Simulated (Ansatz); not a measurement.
System: Ti₁₂H (cell with a defect).

The calculation's input:

```
crystal:
  lattice:
    - [5.9, 0.0, 0.0]
    - [-4.425, 7.664325, 0.0]
    - [0.0, 0.0, 4.6846]
  atoms:
    - { symbol: Ti, position: [0.0, 0.0, 0.0] }
    - { symbol: Ti, position: [0.1666667, 0.2222222, 0.5] }
    - { symbol: Ti, position: [0.0, 0.3333333, 0.0] }
    - { symbol: Ti, position: [0.1666667, 0.5555556, 0.5] }
    - { symbol: Ti, position: [0.0, 0.6666667, 0.0] }
    - { symbol: Ti, position: [0.1666667, 0.8888889, 0.5] }
    - { symbol: Ti, position: [0.5, 0.0, 0.0] }
    - { symbol: Ti, position: [0.6666667, 0.2222222, 0.5] }
    - { symbol: Ti, position: [0.5, 0.3333333, 0.0] }
    - { symbol: Ti, position: [0.6666667, 0.5555556, 0.5] }
    - { symbol: Ti, position: [0.5, 0.6666667, 0.0] }
    - { symbol: Ti, position: [0.6666667, 0.8888889, 0.5] }
    - { symbol: H, position: [0.3366931, 0.4382128, 0.2538002] }
basis:
  ecutwfc: 420.0
kpoints:
  mp_grid: { grid: [3, 2, 4] }
hamiltonian:
  xc: pbesol
scf:
  occupations: { method: gaussian, width: 0.05 }
  lower_state_search: "off"
relax:
  f_tol: 0.03
  max_steps: 60
  adjacent_minimum: "off"
output:
  write_density: true
  write_potential: true
  elf: true
  volumetric_format: npy
```

Run with:

```sh
ansatz run input.yaml --threads 4 --pin off --max-ram 10240MiB --backend cpu --events-out ev --progress --plain --runs-dir out
```

The fields are those of the relaxed geometry.

Computed without spin polarisation.

Level of theory: Ansatz, DFT PBEsol, scalar-relativistic, plane waves, PAW.

> What will maps of the valence pseudo-density and electron localisation function show?

Ti–H (2.07 Å): the density is about 0.31 e/Å³ at the midpoint; the ELF climbs to about 1 towards the hydrogen.
Ti–Ti (2.95 Å): ρ is about 0.18 e/Å³ halfway; the ELF is about 0.25 at the midpoint; no shared electron pair shows on this line.
The ELF has a maximum of about 0.75 in the space between the atoms, 2.0 Å from six Ti atoms, on no atom or two-centre bond.

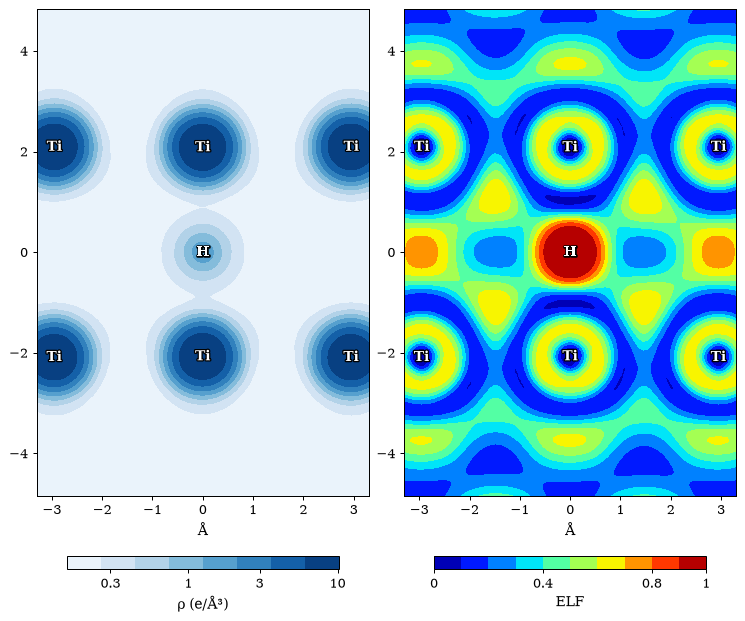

Computed valence pseudo-density and electron localisation function on the (011) plane of the calculation cell, in this order. 

The density is the valence pseudo-density of a PAW calculation; it isn't the true density close to the nuclei.
